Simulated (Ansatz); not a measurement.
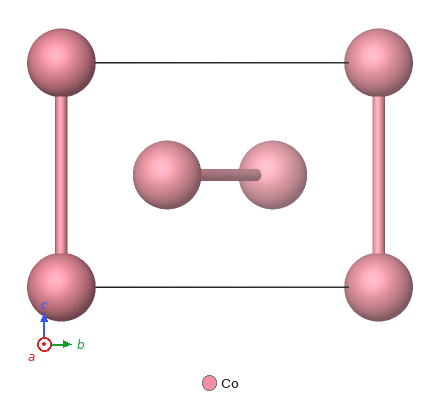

Co (P6/mmm, No. 191): the end point of a relaxation with Ansatz 0.2.0, DFT, PBEsol, plane waves (420 eV) with PAW, scalar-relativistic; the starting structure was generated, so it need not be a known form of this composition.

```
Co
1.0
     3.85489    0.00000    0.00000
    -1.92745    3.33843    0.00000
     0.00000    0.00000    2.36112
Co
3
Direct
  0.00000 0.00000 0.00000
  0.33333 0.66667 0.50000
  0.66667 0.33333 0.50000
```

### What will a dark-field STEM-like image along [100] show? The image is simulated as a sum over atoms of Z^1.7, blurred by a 0.78 Å probe (no channelling). The probe carries 15 % of its weight in a tail 2.5 times as wide. A slight drift was added.

The columns repeat on a rectangular net of 2.36 × 3.34 Å (plane group p2mm). All columns are alike (Co). The shortest distance between visible columns is 1.11 Å in projection. Along the beam the structure repeats every 3.85 Å.

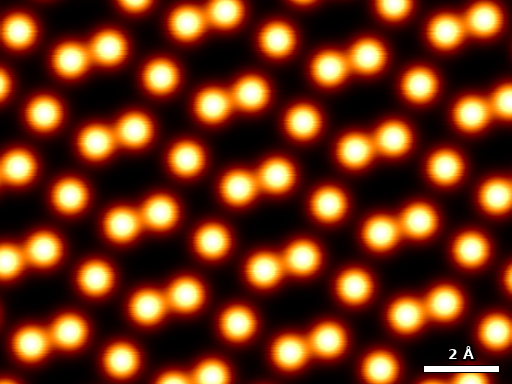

The simulated image.
